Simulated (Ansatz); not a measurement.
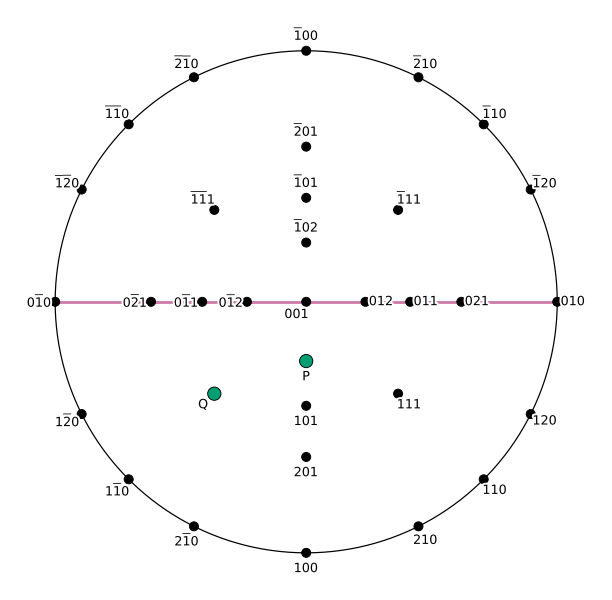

Stereographic projection of plane normals (upper hemisphere) centred on (0 0 1). Crystal: Ta, the geometry relaxed with Ansatz 0.2.0, DFT, LDA, PAW with Ansatz's default frozen-core files, scalar-relativistic. Symmetry computed with spglib at a tolerance of 0.002 Å; standard conventional cell.

a = 4.141 Å, b = 4.141 Å, c = 4.141 Å, α = 90.00°, β = 90.00°, γ = 90.00°.

**Index the poles marked P, Q.**

P is (1 0 2), 26.6° from the centre; Q is (1 −1 1), 54.7° from the centre.

**Which zone does the coloured great circle trace?**

The zone [1 0 0]: its poles satisfy h = 0.

**What is the angle between the normals of (2 1 0) and (2 −1 0), and what are their d_hkl = 1/|g|?**

53.1°; d = 1.852 Å and 1.852 Å.
